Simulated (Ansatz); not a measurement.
**Zr: density, localisation and related maps**

```xyz
2
Lattice="3.2320 0.0000 0.0000 -1.6160 2.7990 0.0000 0.0000 0.0000 5.1470" Properties=species:S:1:pos:R:3 pbc="T T T"
Zr    0.0000    1.8660    3.7853
Zr    1.6160    0.9330    1.3617
```

Space group P-3m1; changed on purpose from its base cell (atom 1 (Zr) moved by (+0.000, -0.150) A along y and z); not relaxed (largest force 0.7 eV/Å); computed pressure about −2 GPa in this cell.

All numbers below come from DFT PBEsol, scalar-relativistic, plane waves, PAW (Ansatz).

Core electrons are frozen (PAW), and the valence fields are smoothed inside the atomic spheres.

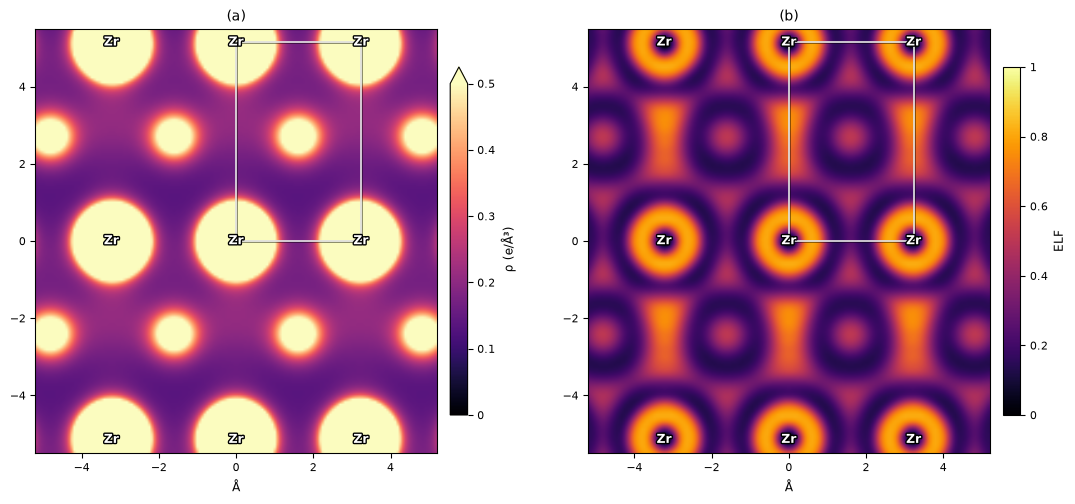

Figure 1. (a) valence charge density (pseudo); (b) ELF on the (010) plane of the conventional cell.

**What does the map show?**

Atoms in the plane: Zr. Atoms just off the plane (Zr, 0.9 Å away) can leave unmarked features too. Zr–Zr (3.23 Å): ρ at the midpoint is about 0.17 e/Å³; the ELF is about 0.25 at the midpoint: no localised pair shows between them. Between the atoms the lowest density in this plane is 0.14 e/Å³. The ELF has a maximum of about 0.75 in the space between the atoms, 1.9 Å from four Zr atoms, on no atom or two-centre bond. The features right at Zr lie inside the PAW spheres, where the map follows smoothed inner orbitals and isn't to be read closely.

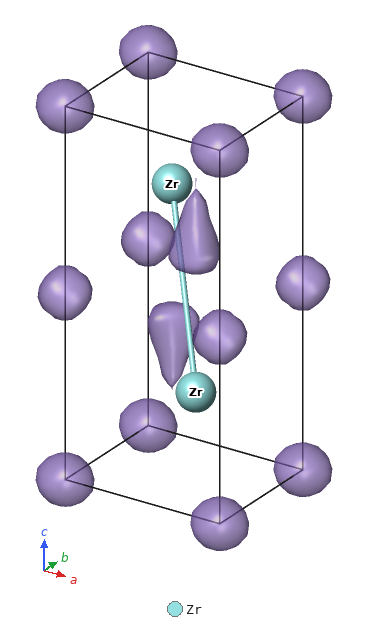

Figure 2. Isosurface of the ELF at 0.65 (purple), seen slightly off an axis. Only the valence region is drawn (cores and ρ < 0.01 e/Å³ removed). Sticks mark near contacts.

**Describe the localisation domains.**

The surface consists of four pockets between the atoms, centred on no nucleus (multi-centre or interstitial), counted in one cell of 2 atoms. Any copies at cell faces, edges or corners count once. There are no localised bonds or lone pairs at this value. Profiles from the grid: Zr–Zr (3.06 Å): the ELF is about 0.20 at the midpoint; no localised pair shows between them.

**Does the calculation make it a metal, or give it a gap?**

It is metallic or semimetallic at this level of theory: no gap opens.
